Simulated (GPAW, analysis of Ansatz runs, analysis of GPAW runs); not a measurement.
# Sb on a Ga site in GaAs: charge-transition level against experiment (GPAW), part 2 of 4

How near does this set-up come to the measured charge-transition level? Subject: Sb on a Ga site in GaAs. Set-up: PBE, plane waves 300 eV, 32-site cell, PBE lattice, k: the single point 1/4 1/4 1/4 then 2x2x2 shifted, dielectric constants 10.9 and 12.9 (handbook). The model is a cell of 32 host atoms with 1 Ga taken out and 1 Sb put in. The level is the Fermi energy at which two charge states have equal formation energy, after a correction for the images of the charge. This set-up takes another basis size than the usual one.

GPAW 26.7.0; PBE, plane waves 300 eV, 32-site cell, PBE lattice, k: the single point 1/4 1/4 1/4 then 2x2x2 shifted, dielectric constants 10.9 and 12.9 (handbook).

So far: The structure; Relaxation, charge +1.

## 2. Relaxation, charge +1 (continued)

Level of this step: GPAW plane-wave PAW DFT, PBE; relaxation of all atoms of a defect supercell (GPAW).

Relaxation path:

```
step  energy less that of the first step (eV)
   0                                   0.0000
   1                                  -0.3833
   2                                  -1.1028
   3                                  -1.1499
   4                                  -1.2001
   5                                  -1.2365
   6                                  -1.2498
   7                                  -1.2535
   8                                  -1.2559
   9                                  -1.2578
  10                                  -1.2592
  11                                  -1.2600
  12                                  -1.2608
  13                                  -1.2620
  14                                  -1.2629
  15                                  -1.2634
  16                                  -1.2635
  17                                  -1.2636
```

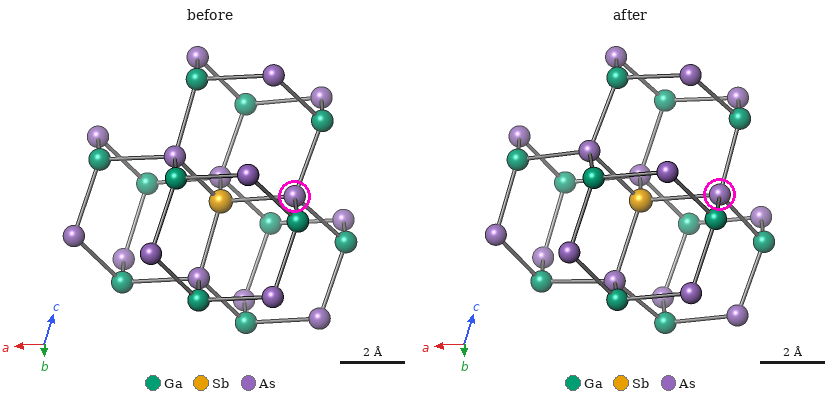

Before and after: the atoms that start within 5 Å of the centre. As19, which moves most, is ringed if it is among them.

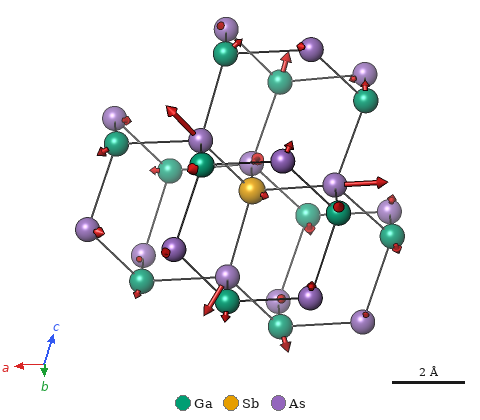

Displacements in the relaxation near the centre, exaggerated; the longest in the cell stands for 0.24 Å.

The atoms that moved most (Å):

```
atom      dx      dy      dz  length
As19   0.130  -0.149   0.141   0.243
As28   0.123   0.124  -0.157   0.235
As23  -0.104   0.137   0.077   0.188
As22  -0.115  -0.126  -0.065   0.182
 Ga6   0.064  -0.065  -0.071   0.116
 Ga9   0.032   0.085   0.018   0.092
 Ga2  -0.034   0.012   0.084   0.091
 Ga4   0.075   0.028   0.006   0.080
```

The relaxed structure:

```xyz
32
Lattice="-5.7666 5.7666 -5.7666 5.7666 5.7666 5.7666 5.7666 -5.7666 -5.7666" Properties=species:S:1:pos:R:3 pbc="T T T"
Ga   -0.0362   -0.0476    0.0216
Ga    5.7285   -2.9049   -2.8363
Ga    5.8178   -0.0453   -0.0177
Ga    5.8117    2.8993    2.9274
Ga    2.8884   -2.8861   -5.7639
Ga    2.9122   -0.0487   -2.9231
Sb    2.8834    2.8824   -0.0007
Ga    2.9093    5.8086    2.9336
Ga    0.0523    0.0393   -5.7443
Ga   -0.0420    2.8968   -2.9272
Ga   -0.0372    5.8061   -0.0143
Ga    5.8138    2.8620   -2.9271
Ga   -2.8810    2.8781   -5.7663
Ga   -2.8934    5.7200   -2.8374
Ga    2.8840    2.8814   -5.7613
Ga    2.8716    5.8094   -2.9230
As    4.3360   -4.3106   -4.3405
As    4.3148   -1.4418   -1.4195
As    4.4398    1.3289    1.5512
As    4.3121    4.3046    4.3260
As    1.4441   -1.4618   -4.3369
As    1.3332    1.3237   -1.5555
As    1.3350    4.4363    1.5611
As    7.2081    1.4584   -1.4232
As   -1.4551    1.4315   -4.3420
As   -1.4300    4.3048   -1.4211
As    4.3123    1.4553   -4.3188
As    4.4438    4.4344   -1.5513
As   -4.3010    4.3263   -4.3392
As    1.4649    1.4554   -7.2108
As    1.4623    4.3077   -4.3141
As    1.4600    7.2004   -1.4242
```

Neighbours of Sb7 at the end:

```
atom  distance (Å)
As19         2.692
As28         2.692
As22         2.693
As23         2.693
Ga11         4.133
Ga16         4.136
 Ga1         4.136
Ga10         4.138
 Ga2         4.138
 Ga6         4.139
 Ga4         4.141
Ga12         4.141
Ga14         4.143
 Ga9         4.143
 Ga8         4.144
 Ga3         4.145
```

This step gave:

```yaml
total_moment: 1.0000 μB
```

From the first step to the last the energy fell by 1.264 eV, and the largest move was 0.24 Å (As19). Judged within 0.08 Å, the space group went from P1 to I-43m.

## 3. Single point, charge +1

The relaxed structure is kept, and the final numbers are taken at the final level and k-points.

This step: GPAW plane-wave PAW DFT, PBE; single point of a defect supercell.

run.py

```python
import numpy as np
from ase.io import read, write
from ase.parallel import parprint, world
from gpaw import GPAW, PW

atoms = read('POSCAR')
magmoms = np.zeros(len(atoms))
magmoms[[6, 21, 27, 18]] = 1 / 4
atoms.set_initial_magnetic_moments(magmoms)
calc = GPAW(mode=PW(300),
            xc='PBE',
            kpts={'size': (2, 2, 2), 'gamma': False},
            charge=1,
            occupations={'name': 'fermi-dirac', 'width': 0.01, 'fixmagmom': True},
            nbands=78,
            convergence={'density': 1e-05, 'bands': 75},
            maxiter=150,
            symmetry={'point_group': False},
            txt='gpaw.txt')
atoms.calc = calc
energy = atoms.get_potential_energy()
forces = atoms.get_forces()
parprint(f'Energy: {energy:.6f} eV, largest force {np.linalg.norm(forces, axis=1).max():.4f} eV/A')
calc.write('gs.gpw')
write('final.xyz', atoms)
parprint('Moments:', atoms.get_magnetic_moments().round(3))
for s in range(calc.get_number_of_spins()):
    parprint('Levels (eV), spin', s, calc.get_eigenvalues(kpt=0, spin=s)[-16:].round(3))
field = calc.get_electrostatic_potential()
if world.rank == 0:
    np.save('potential.npy', field)
field = calc.get_pseudo_density()
if world.rank == 0:
    np.save('density.npy', field)
field = calc.get_pseudo_density(spin=0) - calc.get_pseudo_density(spin=1)
if world.rank == 0:
    np.save('spin.npy', field)
```

POSCAR

```
Ga Sb Ga As
 1.0000000000000000
    -5.7666441573936318    5.7666441573936389   -5.7666441573936309
     5.7666441573936371    5.7666441573936247    5.7666441573936131
     5.7666441573936513   -5.7666441573936247   -5.7666441573936247
 Ga  Sb  Ga  As 
   6   1   9  16
Direct
 -0.0060009000131613 -0.0072669032207009 -0.0050124195651885
 -0.0059473393994721  0.2448176290173721  0.7426168796126178
[... 1 atom line left out ...]
 -0.0024339259744349  0.7552965791058242  0.2500838409026786
[... 1 atom line left out ...]
  0.2492244251203404  0.2482804575628789  0.5059529624797751
  0.2499868217378536  0.4999298164260230  0.2500714264033541
[... 2 atom lines left out ...]
  0.5049747332278861  0.2475270202288919  0.2501582221178704
  0.5046600181266127  0.5001947764197906 -0.0019875146943670
[... 4 atom lines left out ...]
  0.7571533999374456  0.7526934004476161  0.5024238466813064
[... 2 atom lines left out ...]
 -0.0192744422867664  0.5001741569751436  0.2504564423570701
[... 2 atom lines left out ...]
  0.2496387059281717  0.2303669255015064  0.2504695019456190
  0.2492887536951360  0.5004044347526098 -0.0196033224722330
[... 4 atom lines left out ...]
  0.5189974451887617  0.7697926452265013  0.5198105732181688
[... 3 atom lines left out ...]
  0.7478012284616222  0.7509103313489598  0.2500778044629315
```

Launch:

```sh
> OMP_NUM_THREADS=1 mpirun -n 4 gpaw python run.py > stdout
```

Log:

```text
__  _  _
 | _ |_)|_||  |
 |__||  | ||/\| - 26.7.0

Input parameters:
  mode=PW(ecut=300.0),
  charge=1,
  convergence={'density': 1e-05, 'bands': 75},
  kpts=MonkhorstPack(size=(2, 2, 2), gamma=False),
  maxiter=150,
  nbands=78,
  occupations=Occupations(name='fermi-dirac', width=0.01, fixmagmom=True),
  symmetry=Symmetry(point_group=False),
  xc=XC(name='PBE')

Diagonalizing LCAO Hamiltonian
Converting LCAO to pw mode

                               Ga As

                                     Ga
                           As
                        Ga
                             As As
                             Sb
                 Ga As         Ga As
                    Ga             Ga  As
                      Ga As          Ga
             As            As As
                            Ga
                  As            As
               Ga            Ga  Ga
                       As
                     Ga
                         As As
                          Ga

Atoms  # Å, Bohr magnetons
|    | symbol |         x |         y |         z |    initial magnetic moments |
|----|--------|-----------|-----------|-----------|-----------------------------|
|  0 |     Ga | -0.036205 | -0.047606 |  0.021604 | ( 0.0000,  0.0000,  0.0000) |
|  1 |     Ga |  5.728480 | -2.904927 | -2.836335 | ( 0.0000,  0.0000,  0.0000) |
|  2 |     Ga |  5.817814 | -0.045304 | -0.017709 | ( 0.0000,  0.0000,  0.0000) |
|  3 |     Ga |  5.811707 |  2.899347 |  2.927418 | ( 0.0000,  0.0000,  0.0000) |
|  4 |     Ga |  2.888439 | -2.886128 | -5.763925 | ( 0.0000,  0.0000,  0.0000) |
|  5 |     Ga |  2.912207 | -0.048717 | -2.923094 | ( 0.0000,  0.0000,  0.0000) |
|  6 |     Sb |  2.883405 |  2.882429 | -0.000741 | ( 0.0000,  0.0000,  0.2500) |
|  7 |     Ga |  2.909258 |  5.808626 |  2.933603 | ( 0.0000,  0.0000,  0.0000) |
|  8 |     Ga |  0.052274 |  0.039251 | -5.744342 | ( 0.0000,  0.0000,  0.0000) |
|  9 |     Ga | -0.042036 |  2.896836 | -2.927183 | ( 0.0000,  0.0000,  0.0000) |
| 10 |     Ga | -0.037211 |  5.806101 | -0.014288 | ( 0.0000,  0.0000,  0.0000) |
| 11 |     Ga |  5.813752 |  2.861988 | -2.927087 | ( 0.0000,  0.0000,  0.0000) |
| 12 |     Ga | -2.881003 |  2.878140 | -5.766290 | ( 0.0000,  0.0000,  0.0000) |
| 13 |     Ga | -2.893386 |  5.720046 | -2.837354 | ( 0.0000,  0.0000,  0.0000) |
| 14 |     Ga |  2.884002 |  2.881418 | -5.761332 | ( 0.0000,  0.0000,  0.0000) |
| 15 |     Ga |  2.871580 |  5.809450 | -2.923019 | ( 0.0000,  0.0000,  0.0000) |
| 16 |     As |  4.336000 | -4.310582 | -4.340512 | ( 0.0000,  0.0000,  0.0000) |
| 17 |     As |  4.314835 | -1.441840 | -1.419525 | ( 0.0000,  0.0000,  0.0000) |
| 18 |     As |  4.439768 |  1.328884 |  1.551182 | ( 0.0000,  0.0000,  0.2500) |
| 19 |     As |  4.312140 |  4.304616 |  4.326046 | ( 0.0000,  0.0000,  0.0000) |
| 20 |     As |  1.444125 | -1.461790 | -4.336880 | ( 0.0000,  0.0000,  0.0000) |
| 21 |     As |  1.333235 |  1.323653 | -1.555502 | ( 0.0000,  0.0000,  0.2500) |
| 22 |     As |  1.335049 |  4.436259 |  1.561140 | ( 0.0000,  0.0000,  0.0000) |
| 23 |     As |  7.208108 |  1.458416 | -1.423150 | ( 0.0000,  0.0000,  0.0000) |
| 24 |     As | -1.455104 |  1.431543 | -4.342048 | ( 0.0000,  0.0000,  0.0000) |
| 25 |     As | -1.430033 |  4.304763 | -1.421072 | ( 0.0000,  0.0000,  0.0000) |
| 26 |     As |  4.312281 |  1.455345 | -4.318777 | ( 0.0000,  0.0000,  0.0000) |
| 27 |     As |  4.443809 |  4.434431 | -1.551316 | ( 0.0000,  0.0000,  0.2500) |
| 28 |     As | -4.301015 |  4.326345 | -4.339163 | ( 0.0000,  0.0000,  0.0000) |
| 29 |     As |  1.464906 |  1.455410 | -7.210798 | ( 0.0000,  0.0000,  0.0000) |
| 30 |     As |  1.462260 |  4.307740 | -4.314065 | ( 0.0000,  0.0000,  0.0000) |
| 31 |     As |  1.460039 |  7.200427 | -1.424181 | ( 0.0000,  0.0000,  0.0000) |

Unit cell  # Å
| periodic |         x |         y |         z |  lengths |     angles |
|----------|-----------|-----------|-----------|----------|------------|
|      yes | -5.766644 |  5.766644 | -5.766644 | 9.988121 | 109.471221 |
|      yes |  5.766644 |  5.766644 |  5.766644 | 9.988121 | 109.471221 |
|      yes |  5.766644 | -5.766644 | -5.766644 | 9.988121 | 109.471221 |

Number of symmetries: 1
Symmetry operations  # r_c * U_cc + t_c -> r_c
|   | kind |            matrix            |
|---|------|------------------------------|
| 0 |  E   |  1, 0, 0,  0, 1, 0,  0, 0, 1 |

BZ-sampling:
  Number of BZ points: 8
  Number of IBZ points: 4

  Monkhorst-Pack size: [2, 2, 2]
  Monkhorst-Pack shift: [0, 0, 0]

K-points  # in reciprocal-cell coordinates
|   |                                coordinates |     weight |
|---|--------------------------------------------|------------|
| 0 | (  0.25000000,  -0.25000000,  -0.25000000) | 0.25000000 |
| 1 | (  0.25000000,  -0.25000000,   0.25000000) | 0.25000000 |
| 2 | (  0.25000000,   0.25000000,  -0.25000000) | 0.25000000 |
| 3 | (  0.25000000,   0.25000000,   0.25000000) | 0.25000000 |

Plane wave coefficients: 9092
Cutoff: 300.0 eV

Spin-components: 2 (collinear spins)
Bands:           78
Projectors:      161
Spin-degeneracy: 1
Datatype:        complex128

Density:
  Valence electrons: 140.0
  Components: 2
  Grid points: [40 40 40]
  Charge: 1.0  # |e|

[...]
|    p |        |      22.016 |    1.058 |
    |    d |        |       0.000 |    1.058 |

    Using partial waves for As as LCAO basis

Reference energy: -1953599.208784  # eV

eigensolver:
  PPCG
  Converge bands: 75
  niter=2

density mixing:
  MSR1-Mixer
  Pratt-step length: 0.05
  Maximum mixing coefficient: 0.75
  Old densities: 10
  SVD Regularization: 0.005
  Good broyden scale: 1.0
  Trust region scale: 1.0
  Backstep threshold: 4.0
  History deletion threshold: 6.0
  Fourier metric: weight=20.0, sigma=0.015

occupation numbers:
  Fixed magnetic moment: 1.000
  Fermi-Dirac:
    width: 0.0100  # eV

poisson solver:
  ecut: 2400.0  # eV
  uniform background charge: 1.0  # electrons

xc functional:
  name: PBE with 2 nearest neighbor stencil

Initialization done in: 3.578 s

convergence criteria:
- Maximum integral of absolute [dens]ity change: 1e-05 electrons / valence electron
- Maximum [total energy] change in last 3 cyles: 0.0005 eV / valence electron
- Maximum integral of absolute [eigenst]ate change: 4e-08 eV^2 / valence electron
maximum number of iterations: 150

SCF iterations
|iter     | |      energy | eigst |  dens |  magmom |
|---------|-|-------------|-------|-------|---------|
|iter:   1| | -137.712001 | +0.05 |       |  +0.9981|
|iter:   2| | -137.365100 | -1.33 | -0.90 |  +0.9982|
|iter:   3| | -136.123438 | -1.34 | -0.94 |  +0.9994|
|iter:   4| | -136.101888 | -1.04 | -1.45 |  +0.9999|
|iter:   5| | -136.034113 | -1.92 | -1.95 |  +0.9999|
|iter:   6| | -136.037247c| -2.42 | -2.28 |  +1.0000|
|iter:   7| | -136.037153c| -2.65 | -2.84 |  +1.0000|
|iter:   8| | -136.037244c| -2.76 | -3.13 |  +1.0000|
|iter:   9| | -136.037245c| -2.88 | -3.46 |  +1.0000|
|iter:  10| | -136.037246c| -3.02 | -3.76 |  +1.0000|
|iter:  11| | -136.037249c| -3.23 | -4.12 |  +1.0000|
|iter:  12| | -136.037250c| -3.41 | -4.51 |  +1.0000|
|iter:  13| | -136.037250c| -3.64 | -4.80 |  +1.0000|
|iter:  14| | -136.037250c| -3.84 | -5.08c|  +1.0000|
|iter:  15| | -136.037250c| -4.08 | -5.56c|  +1.0000|
|iter:  16| | -136.037250c| -4.31 | -5.82c|  +1.0000|
|iter:  17| | -136.037250c| -4.51 | -6.13c|  +1.0000|
|iter:  18| | -136.037250c| -4.69 | -6.38c|  +1.0000|
|iter:  19| | -136.037250c| -4.90 | -6.71c|  +1.0000|
|iter:  20| | -136.037250c| -5.10 | -6.84c|  +1.0000|
|iter:  21| | -136.037250c| -5.30 | -7.21c|  +1.0000|
|iter:  22| | -136.037250c| -5.49 | -7.41c|  +1.0000|
|iter:  23| | -136.037250c| -5.68 | -7.62c|  +1.0000|
[...]
|iter:  30| | -136.037250c| -6.47 | -9.05c|  +1.0000|
|iter:  31| | -136.037250c| -6.57 | -9.30c|  +1.0000|
|iter:  32| | -136.037250c| -6.64 | -9.42c|  +1.0000|
|iter:  33| | -136.037250c| -6.74 | -9.59c|  +1.0000|
|iter:  34| | -136.037250c| -6.83 | -9.83c|  +1.0000|
|iter:  35| | -136.037250c| -6.92 |-10.01c|  +1.0000|
|iter:  36| | -136.037250c| -7.00 |-10.11c|  +1.0000|
|iter:  37| | -136.037250c| -7.11 |-10.31c|  +1.0000|
|iter:  38| | -136.037250c| -7.17 |-10.21c|  +1.0000|
|iter:  39| | -136.037250c| -7.29 |-10.25c|  +1.0000|
|iter:  40| | -136.037250c| -7.37 |-10.46c|  +1.0000|
|iter:  41| | -136.037250c| -7.45c|-10.55c|  +1.0000|

Converged in 41 steps
SCF loop duration: 187.750 s (4.579 s/step)
Energy contributions relative to reference atoms: (reference = -1953599.208784)

Energy contributions:
  Kinetic:         310.714139
  Coulomb:        -291.096266
  Zero:              0.259610
  External:          0.000000
  Xc:             -155.914733
  Entropy:          -0.000000
  Spinorbit:         0.000000
  ----------------------------
  Free energy:    -136.037250
  Extrapolated:   -136.037250

dipole moment: (4.013318, 2.274759, -184.203113)  # |e|*Ang

Total magnetic moment: (0.000000, 0.000000, 1.000000)

Local magnetic moments
|        x |        y |        z |
|----------|----------|----------|
| 0.000000 | 0.000000 | 0.001193 |  # Ga   0
| 0.000000 | 0.000000 | 0.001224 |  # Ga   1
| 0.000000 | 0.000000 | 0.001253 |  # Ga   2
| 0.000000 | 0.000000 | 0.001235 |  # Ga   3
| 0.000000 | 0.000000 | 0.009382 |  # Ga   4
| 0.000000 | 0.000000 | 0.001232 |  # Ga   5
| 0.000000 | 0.000000 | 0.076911 |  # Sb   6
| 0.000000 | 0.000000 | 0.001268 |  # Ga   7
| 0.000000 | 0.000000 | 0.001250 |  # Ga   8
| 0.000000 | 0.000000 | 0.001175 |  # Ga   9
[...]
Fermi levels: 5.499, 4.720
Eigenvalues  # (at kpt = [0.250, -0.250, -0.250])
| band index |      eig [eV] | occ [0-1] |      eig [eV] | occ [0-1] |
|------------|---------------|-----------|---------------|-----------|
|          0 |       -24.664 |     1.000 |       -24.628 |     1.000 |
|        ... |               |           |               |           |
|         62 |         3.295 |     1.000 |         3.304 |     1.000 |
|         63 |         3.312 |     1.000 |         3.334 |     1.000 |
|         64 |         3.331 |     1.000 |         3.355 |     1.000 |
|         65 |         3.332 |     1.000 |         3.356 |     1.000 |
|         66 |         3.432 |     1.000 |         3.455 |     1.000 |
|         67 |         3.826 |     1.000 |         3.848 |     1.000 |
|         68 |         3.826 |     1.000 |         3.849 |     1.000 |
|         69 |         5.299 |     1.000 |         5.486 |     0.000 |
|         70 |         5.857 |     0.000 |         5.911 |     0.000 |
|         71 |         6.311 |     0.000 |         6.335 |     0.000 |
|         72 |         6.387 |     0.000 |         6.414 |     0.000 |
|         73 |         6.390 |     0.000 |         6.417 |     0.000 |
|         74 |         6.548 |     0.000 |         6.578 |     0.000 |
|         75 |         6.714 |     0.000 |         6.751 |     0.000 |
|         76 |         6.721 |     0.000 |         6.786 |     0.000 |
|         77 |         6.731 |     0.000 |         6.794 |     0.000 |

Gap: 0.210 eV
Transition (v -> c):
  (s=1, k=1, n=69, [0.25, -0.25, 0.25]) -> (s=0, k=3, n=70, [0.25, 0.25, 0.25])
Direct/indirect transitions are different
Direct gap: 0.371 eV
Transition at: (s=1->0, k=0, n=69, [0.25, -0.25, -0.25])

Forces  # eV/Ang
|        x |        y |        z |
|----------|----------|----------|
[...]
|  0.08626 |  0.08812 | -0.08188 |  # As  27
| -0.03211 | -0.02533 |  0.03538 |  # As  28
| -0.03419 | -0.03715 |  0.02484 |  # As  29
| -0.02981 |  0.02487 | -0.03540 |  # As  30
| -0.02470 |  0.02730 | -0.03022 |  # As  31

# Writing to gs.gpw (mode='')
```

It took 3.3 min on 4 MPI ranks of Arm Neoverse V1, shared host; peak memory 1.6 GiB; 13 min of CPU time.

Read from the output:

* total moment: 1.000 μB

(Part 2 of 4 ends here.)

[Logs are printed without paths, hosts, clocks, repeated set-up lines and the standing remarks that a program may print on its own settings, such as how far it seeks lower states.]

[Hosts, paths, dates, database ids (printed as entryN), source tags and the programs' standing remarks are cut or masked in the printed files.]

[For some hosts the program warned that the k-mesh of the response run may be too coarse for force constants and the static dielectric constant; such warnings are not shown here.]
